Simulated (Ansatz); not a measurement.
PtSe$_{2}$

```cif
data_structure
_symmetry_space_group_name_H-M 'P 1'
_symmetry_Int_Tables_number 1
_cell_length_a 5.7132
_cell_length_b 5.7132
_cell_length_c 3.9759
_cell_angle_alpha 90.000
_cell_angle_beta 90.000
_cell_angle_gamma 90.000
_cell_volume 129.78
loop_
_atom_site_label
_atom_site_type_symbol
_atom_site_fract_x
_atom_site_fract_y
_atom_site_fract_z
_atom_site_occupancy
Pt1 Pt 0.00000 0.00000 0.00000 1
Pt2 Pt 0.50000 0.50000 0.50000 1
Se1 Se 0.30906 0.30906 0.00000 1
Se2 Se 0.19094 0.80906 0.50000 1
Se3 Se 0.80906 0.19094 0.50000 1
Se4 Se 0.69094 0.69094 0.00000 1
```

Space group P4₂/mnm; started from the rutile prototype, which need not be the ambient phase.

Level of theory: Ansatz 0.2.0, DFT, r2SCAN+rVV10, plane waves, PAW.

What can the converged valence pseudo-density and electron localisation function tell about the bonding?

Pt–Se (2.50 Å): the density is about 0.56 e/Å³ at the midpoint; the ELF is about 0.45 at the midpoint.

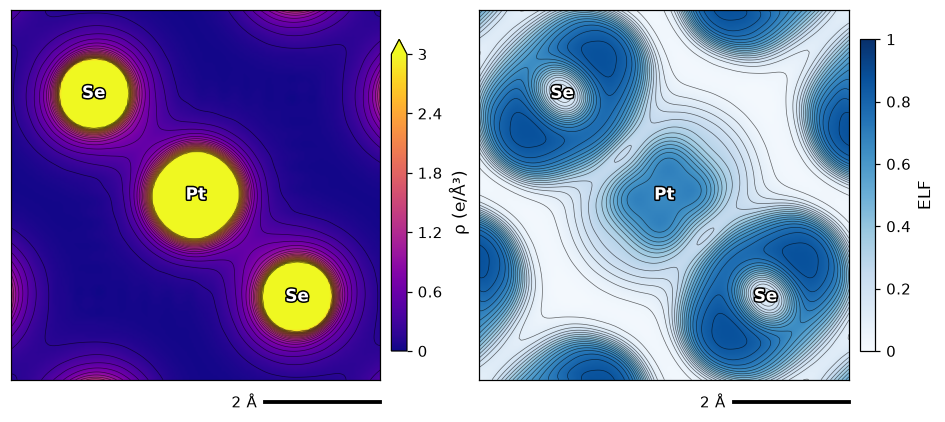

Computed valence pseudo-density and electron localisation function on the (001) plane of the conventional cell, in this order. 

In a PAW calculation such maps are meaningful between the atoms, not at the nuclei.
